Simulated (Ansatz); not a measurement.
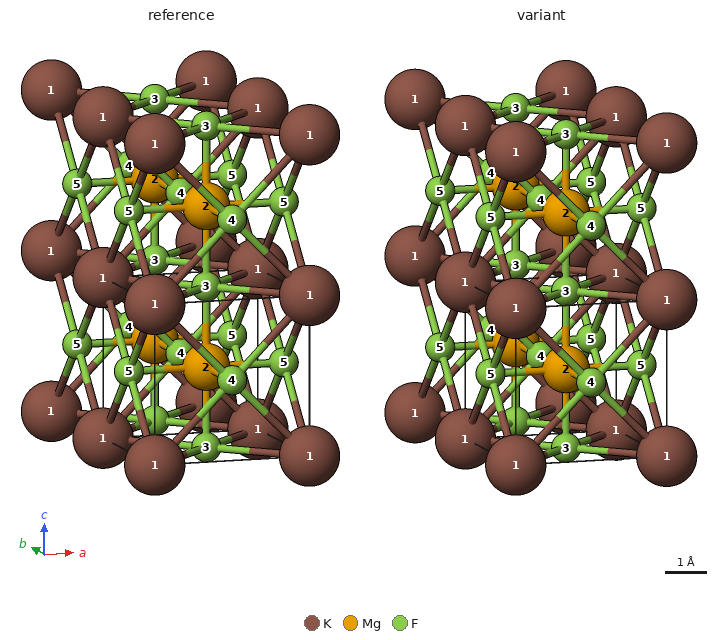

Left: crystalline KMgF₃ (built on the cubic perovskite type) at its r2SCAN-relaxed geometry. Right: the same structure after one change, at the same scale. Style: ball-and-stick. Shown: the cell of the calculation, repeated 1 × 2 × 2 with one cell outlined, slightly off an axis.

The calculation used Ansatz, DFT, r2SCAN, plane waves, PAW. Set-up: plane-wave cutoff 500 eV; k-point mesh 6 × 6 × 6; occupations fixed; no spin polarisation.

What was changed?

Answer. All lengths are scaled by −2.5 % (volume −7.3 %). The atoms were relaxed with r2SCAN under that strain, and this is a single point on that geometry.

What does the change do?

Answer. The energy rises by 19.1 meV per atom. Pressure: 0.0 GPa before, 7.1 GPa after. All forces vanish by symmetry. Among the bonded contacts that change: F–K 2.814 → 2.744 Å, F–Mg 1.990 → 1.940 Å. The space group stays Pm-3m (No. 221).
